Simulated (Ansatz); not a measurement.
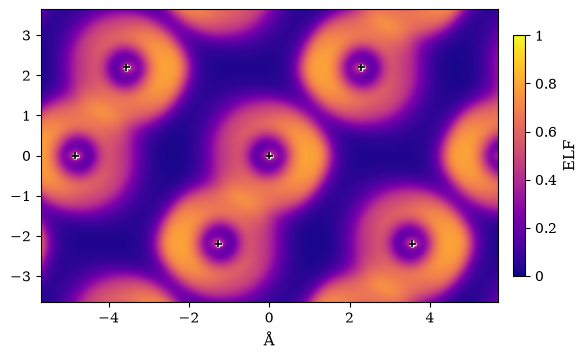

The electron localisation function on a plane through atoms (crosses mark nuclei in the plane).

Method: Ansatz, Kohn-Sham DFT of a periodic cell, PBE, Ansatz PAW.

Candidates:
A. Si$_{2}$Mo, a = 3.13 Å, b = 3.13 Å, c = 7.70 Å, α = 90.00°, β = 90.00°, γ = 90.00°. Space group I4/mmm; computed pressure about 18 GPa in this cell.
B. As, a = 3.81 Å, b = 3.81 Å, c = 10.68 Å, α = 90.00°, β = 90.00°, γ = 120.00°. Space group R-3m.
C. Ag, a = 4.00 Å, b = 4.00 Å, c = 4.00 Å, α = 90.00°, β = 90.00°, γ = 90.00°. Space group Fm-3m; computed pressure about 13 GPa in this cell.

**Which candidate gave the map?**

Candidate B: As on the (110) plane of the conventional cell, which holds As. As–As (2.54 Å): the ELF peaks at about 0.75 between the atoms.
